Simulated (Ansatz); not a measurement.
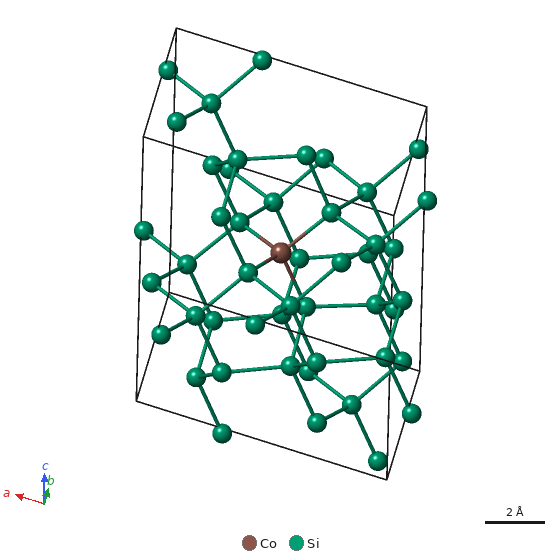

The image is a ball-and-stick drawing of a crystal, viewed from a general direction. One supercell is framed, with atoms on its boundary repeated. The host is Si, in a cell of 36 sites, and the cell carries a charge of +1.

> Name the defect and give its surroundings.

Cobalt on a silicon site (a substitutional impurity). It is bonded to four Si in a tetrahedral arrangement at about 2.3 Å.

Method: Ansatz 0.2.0, DFT PBE, scalar-relativistic, plane waves, PAW; a cutoff energy of 420 eV, a 2×2×2 mesh of k-points, Gaussian smearing of 0.02 eV, collinear spins.

> Does a spin moment come with the defect?

No net moment.

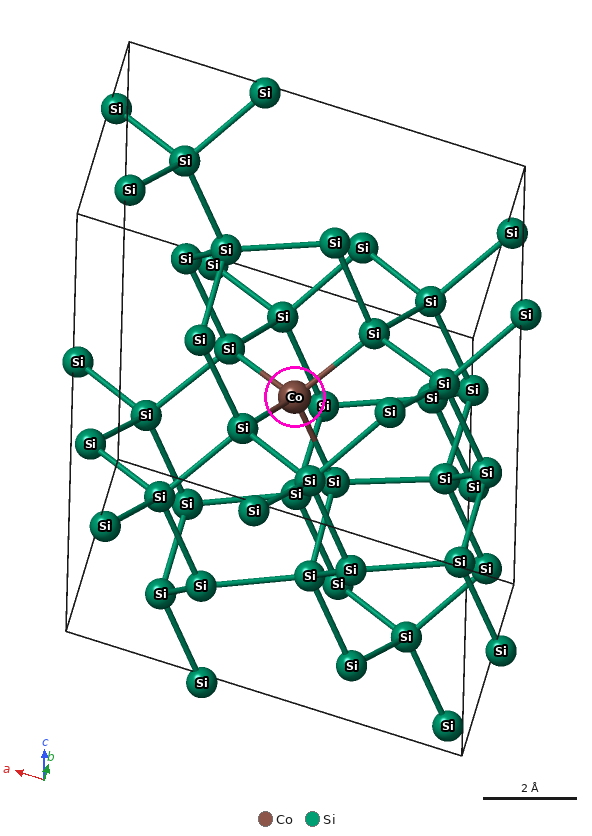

The same cell with a ring at the defect's site.

The atoms were relaxed in the host's cell with DFT PBE, scalar-relativistic, plane waves, PAW in Ansatz.
